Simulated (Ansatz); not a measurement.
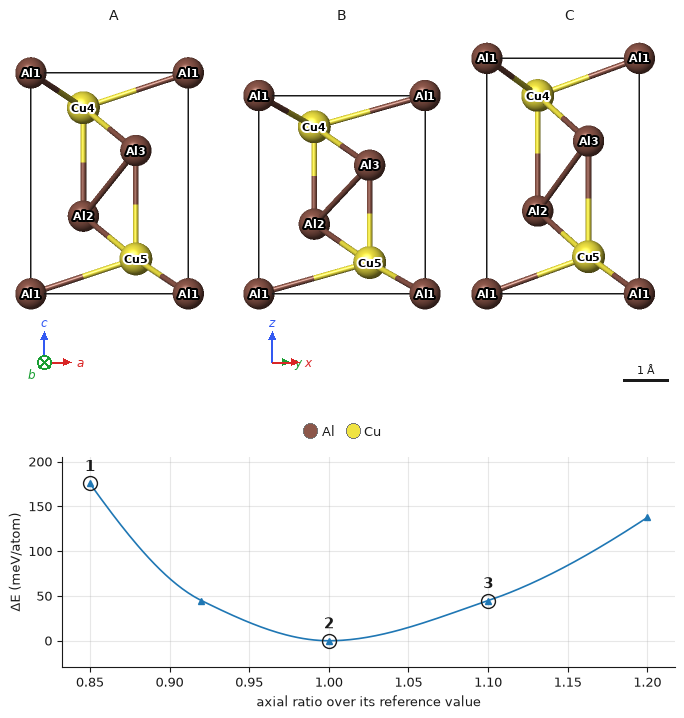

A scan of crystalline Al3Cu2 (P-3m1): the ratio of the cell's length along z to its lengths across, counted as 1 for the reference, is changed at fixed volume (a c/a path), with the atoms kept at their fractional coordinates. x, y and z are the Cartesian axes of the input. The frames are shuffled; the numbered points of the plot belong to them. Style: ball-and-stick. Shown: the cell of the calculation, along the b axis.

The calculation used Ansatz 0.2.0, DFT PBEsol, scalar-relativistic, plane waves, PAW. Settings: plane-wave cutoff 420 eV; k-point mesh 18 × 18 × 12; occupations gaussian; smearing width 0.15 eV; no spin polarisation. Energies (free energies at the smearing named) are counted from the relaxed crystal.

**Match the frames to the points.**

Point 1 is frame B (the relative ratio 0.85, 175.6 meV/atom); 2 is frame A (the relative ratio 1.00, 0.0 meV/atom); 3 is frame C (the relative ratio 1.10, 44.8 meV/atom). Of the computed points the lowest is at the relative ratio 1.00, 0.0 meV/atom. The distortion keeps the space group P-3m1. At the relative ratio 1.20 the cell of the drawing goes a 4.099 → 3.857 Å, b 4.099 → 3.857 Å, c 4.982 → 5.626 Å.
